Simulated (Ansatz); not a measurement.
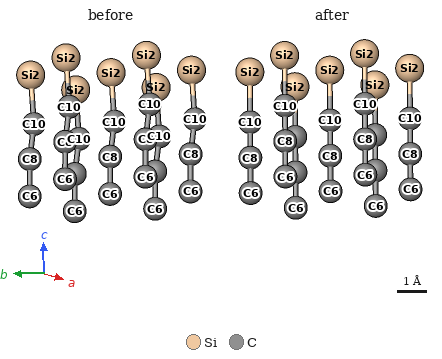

The structure of a crystal of Si$_{2}$C$_{3}$ (a generated structure, set up in P1) (coarse preliminary run) before (left) and after (right) a relaxation, at one scale.

The picture is a ball-and-stick view of the atoms within 4.2 Å of the atom that moves most (axes of the cell of the calculation), seen from a free direction.

Theory: Ansatz, DFT PBE, scalar-relativistic, plane waves, PAW. Set-up: plane-wave cutoff 420 eV; k-point mesh 12 × 12 × 2; occupations gaussian; smearing width 0.2 eV; no spin polarisation; cell and atoms relaxed; force threshold 0.025 eV/Å; at most 60 steps.

**Describe what moved and what it gained.**

Over 4 accepted moves (5 points after the start) the energy falls by 0.645 eV per cell of the calculation. Largest force component: 7.5 eV/Å at the start, 0.0054 eV/Å at the end. Pressure: −0.56 GPa at the start and −0.03 GPa at the end. The SCF was repeated once at an unchanged geometry on a basis and grid sized afresh for the cell, which shifted the energy by 2.7 meV per cell of the calculation at most. The atom that moves furthest relative to the cell is C10 (0.13 Å roughly along [−1 1 0]). Largest moves by element: C 0.13 Å, Si 0.08 Å. The volume changes by −1.3 %, with a 2.828 → 2.814 Å (−0.5 %), b 2.830 → 2.812 Å (−0.6 %), c 17.380 → 17.449 Å (+0.4 %), α 90.7° → 90.0°, γ 119.4° → 120.0°. Some distances before and after: C6–C8 1.330 → 1.276 Å, Si2–C10 1.756 → 1.806 Å, C8–C10 1.305 → 1.276 Å. Among the angles between lasting bonds that change: Si2–C10–C8 167.8° → 180.0°, C6–C8–C10 169.4° → 180.0°. The space group (tolerance 0.01 Å) goes from P1 (No. 1) to P6/mmm (No. 191).
